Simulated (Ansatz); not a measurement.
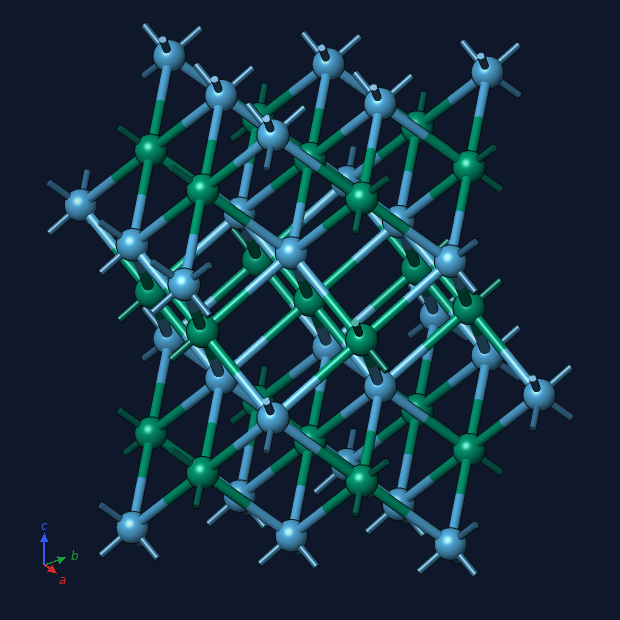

The picture shows a finite piece of the underlying net of a crystal structure, nodes on the atoms' positions. Nodes are coloured by topological kind. Edges to nodes outside the piece are drawn as stubs.

**Describe the net.**

A binodal (6,6)-connected, three-periodic net. It is the nia net, known from NiAs.

**Give point symbol and coordination sequence of each kind of node.**

6-connected node: 4^9.6^6, sequence 6, 18, 42, 74, 114, 162; 6-connected node: 4^12.6^3, sequence 6, 20, 42, 74, 114, 164.

The net was derived as follows. CdS (space group P6_3/mmc, No. 194): coordinates from a relaxation with DFT PBE, scalar-relativistic, plane waves, PAW (Ansatz 0.2.0); the starting structure was generated, so it need not be a known form of this composition. Bonds are taken as Cd–S below 3.1 Å; no other contact counts. Atoms with one bond or none are removed and atoms with two bonds are replaced by edges, until no such atom is left. Cd is a 6-connected node; S is a 6-connected node, in the ratio 1:1.
